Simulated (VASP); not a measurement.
## Two runs on TiO2

System: TiO2 (6 atoms in the cell).
Method of the first run: Kohn-Sham DFT of a periodic cell, PBE, VASP PAW PBE potentials, soft, no spin polarisation (VASP 6.6.1).

The structure derives from a Materials Project entry. 

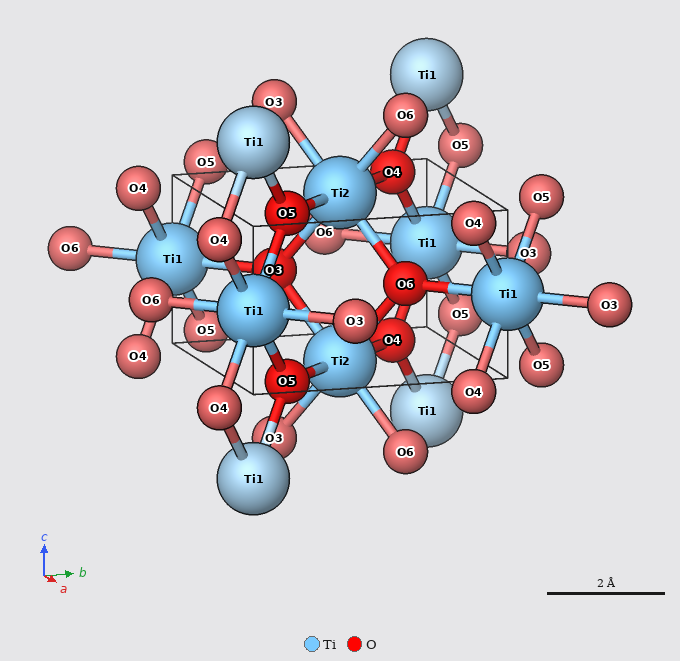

Figure 1. The structure as given in the input (ball-and-stick view of the cell of the calculation, seen slightly off an axis; neighbours outside the cell are drawn fainter; atoms are numbered from 1 in the order of the input). Near neighbours in the crystal (not all of them lie inside the picture): Ti has 6 O at 1.95 to 1.98 Å; O has 3 Ti at 1.95 to 1.98 Å.

**INCAR, the first run**
```
SYSTEM = TiO2
PREC = Accurate
ENCUT = 480
EDIFF = 1E-7
ISMEAR = -1
SIGMA = 0.05
LREAL = .False.
LASPH = .True.
NELM = 60
ALGO = Fast
ISIF = 3
LWAVE = .False.
LCHARG = .False.
GGA = PE
IBRION = 2
NSW = 40
EDIFFG = -0.02
```

**KPOINTS, the first run**
```
regular mesh
0
Gamma
  6 6 9
  0 0 0
```

**POSCAR, the first run**
```
TiO2
1.0
    4.5998373239      0.0000000000      0.0000000000
    0.0000000000      4.5998373239      0.0000000000
    0.0000000000      0.0000000000      2.9592135600
Ti O
2 4
Direct
    0.0000000000      0.0000000000      0.5000000000
    0.5000000000      0.5000000000      0.0000000000
    0.3043213200      0.3043213200      0.5000000000
    0.1956786800      0.8043213200      0.0000000000
    0.8043213200      0.1956786800      0.0000000000
    0.6956786800      0.6956786800      0.5000000000
```

Command:
```bash
cat potpaw_PBE.64/Ti_sv/POTCAR potpaw_PBE.64/O_s/POTCAR > POTCAR
mpirun -np 1 vasp_std > vasp.out
```

Hardware: 1 thread of Intel Xeon (Granite Rapids), 176 GiB of memory available, shared host.

**OSZICAR and lines of OUTCAR (the first run)**
```
N       E                     dE             d eps       ncg     rms          rms(c)
DAV:   1     0.624726557109E+03    0.62473E+03   -0.24326E+04  2800   0.195E+03
DAV:   2    -0.530584055254E+01   -0.63003E+03   -0.61241E+03  3216   0.598E+02
DAV:   3    -0.663271633054E+02   -0.61021E+02   -0.60789E+02  4004   0.188E+02
DAV:   4    -0.710694687016E+02   -0.47423E+01   -0.47393E+01  4028   0.451E+01
DAV:   5    -0.712671773562E+02   -0.19771E+00   -0.19770E+00  3620   0.702E+00    0.339E+01
RMM:   6    -0.522543471823E+02    0.19013E+02   -0.98195E+01  3674   0.748E+01    0.481E+01
RMM:   7    -0.538382008165E+02   -0.15839E+01   -0.20801E+01  3970   0.225E+01    0.283E+01
[...]
RMM:   5    -0.536569657646E+02   -0.19137E-05   -0.77012E-05  4186   0.513E-02    0.156E-02
RMM:   6    -0.536569688307E+02   -0.30661E-05   -0.45792E-05  4383   0.344E-02    0.106E-02
RMM:   7    -0.536569698725E+02   -0.10419E-05   -0.17060E-05  4313   0.214E-02    0.426E-03
RMM:   8    -0.536569710723E+02   -0.11998E-05   -0.13020E-05  3829   0.127E-02    0.291E-03
RMM:   9    -0.536569713605E+02   -0.28813E-06   -0.40299E-06  3250   0.809E-03    0.177E-03
RMM:  10    -0.536569715922E+02   -0.23175E-06   -0.29343E-06  3015   0.636E-03    0.589E-04
RMM:  11    -0.536569717083E+02   -0.11611E-06   -0.15909E-06  2753   0.519E-03    0.400E-04
RMM:  12    -0.536569718087E+02   -0.10033E-06   -0.12591E-06  2473   0.447E-03    0.464E-04
RMM:  13    -0.536569718618E+02   -0.53123E-07   -0.70368E-07  2215   0.398E-03
   5 F= -.53656972E+02 E0= -.53656972E+02  d E =-.156111E-02
[... from OUTCAR:]
  free energy    TOTEN  =       -53.65697186 eV
  energy without entropy =      -53.65697186  energy(sigma->0) =      -53.65697186
 E-fermi :   5.8169     XC(G=0): -11.2828     alpha+bet :-13.8197
  free  energy   TOTEN  =       -53.6569718618 eV
  energy  without entropy=      -53.6569718610  energy(sigma->0) =      -53.65697186
```

The input of the second run differs as follows (lines with − go, lines with + come):
```diff
-ENCUT = 480
-EDIFF = 1E-7
+ENCUT = 580
+EDIFF = 1E-6
-NELM = 60
-ALGO = Fast
+NELM = 100
+ALGO = Normal
-EDIFFG = -0.02
+EDIFFG = -0.01
-regular mesh
+Automatic mesh
```

Predict how the results change.

The free energy of the second run is 138.8 meV per atom higher, the joint effect of these numerical settings, which can't be told apart here. The gap on the mesh goes from 1.81 to 1.66 eV. The volume per atom goes from 10.67 to 10.75 Å³. The SCF takes 46 iterations over all geometry steps against 148. On the same kind of shared host the second run took about 0.25 times as long.

**OSZICAR and lines of OUTCAR (the second run)**
```
N       E                     dE             d eps       ncg     rms          rms(c)
DAV:   1     0.385313735809E+03    0.38531E+03   -0.15254E+04  2000   0.172E+03
DAV:   2     0.542410202172E+01   -0.37989E+03   -0.36788E+03  2564   0.383E+02
DAV:   3    -0.675722007472E+02   -0.72996E+02   -0.71469E+02  2688   0.188E+02
DAV:   4    -0.707511324864E+02   -0.31789E+01   -0.31685E+01  2428   0.444E+01
DAV:   5    -0.708441105983E+02   -0.92978E-01   -0.92945E-01  2556   0.776E+00    0.424E+01
DAV:   6    -0.541683680386E+02    0.16676E+02   -0.12018E+02  2764   0.749E+01    0.144E+01
DAV:   7    -0.533945843269E+02    0.77378E+00   -0.19888E+01  2908   0.373E+01    0.130E+01
[...]
DAV:   7    -0.528238043899E+02   -0.44582E-06   -0.11752E-06  1108   0.987E-03
   4 F= -.52823804E+02 E0= -.52823804E+02  d E =-.316469E-02
       N       E                     dE             d eps       ncg     rms          rms(c)
DAV:   1    -0.528245498112E+02   -0.74587E-03   -0.10076E-01  2000   0.270E+00    0.191E-01
DAV:   2    -0.528243433884E+02    0.20642E-03   -0.31919E-03  2304   0.537E-01    0.124E-01
DAV:   3    -0.528241096363E+02    0.23375E-03   -0.42322E-04  2280   0.180E-01    0.290E-02
DAV:   4    -0.528241096602E+02   -0.23917E-07   -0.11141E-04  2588   0.853E-02    0.172E-02
DAV:   5    -0.528241076964E+02    0.19638E-05   -0.18761E-05  2508   0.354E-02    0.723E-03
DAV:   6    -0.528241075192E+02    0.17722E-06   -0.12858E-06  1176   0.102E-02
   5 F= -.52824108E+02 E0= -.52824108E+02  d E =-.346782E-02
[... from OUTCAR:]
  free energy    TOTEN  =       -52.82410752 eV
  energy without entropy =      -52.82410752  energy(sigma->0) =      -52.82410752
 E-fermi :   2.3936     XC(G=0): -11.0128     alpha+bet :-10.5340
  free  energy   TOTEN  =       -52.8241075192 eV
  energy  without entropy=      -52.8241075154  energy(sigma->0) =      -52.82410752
```

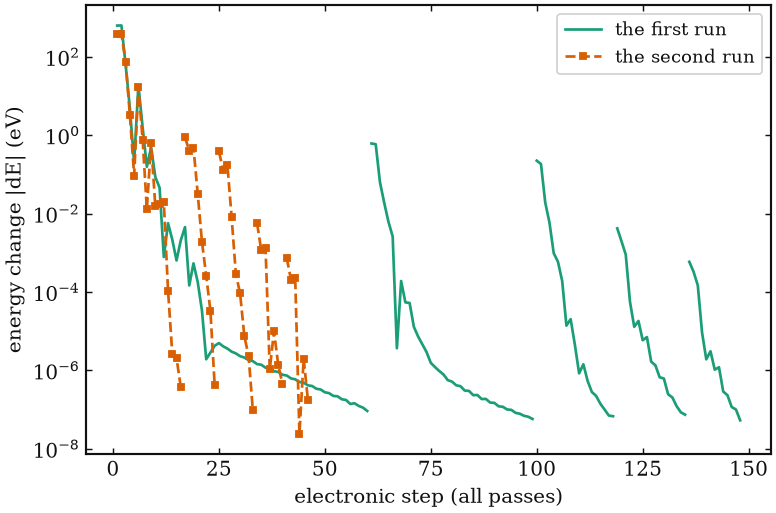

Figure 2. Convergence of the two runs: energy change |dE| against the electronic step. A break in a curve parts two SCF passes. The first run takes 148 steps in all, and the second run takes 46.

**The two runs side by side**

```tsv
quantity	the first run	the second run
outcome	converged	converged
free energy per atom (eV)	−8.9428	−8.8040
gap on the mesh (eV)	1.81	1.66
pressure (GPa)	−0.01	−0.01
volume per atom (Å³)	10.67	10.75
largest force (eV/Å)	0.002	0.007
SCF iterations	148	46
irreducible k-points	50	50
```
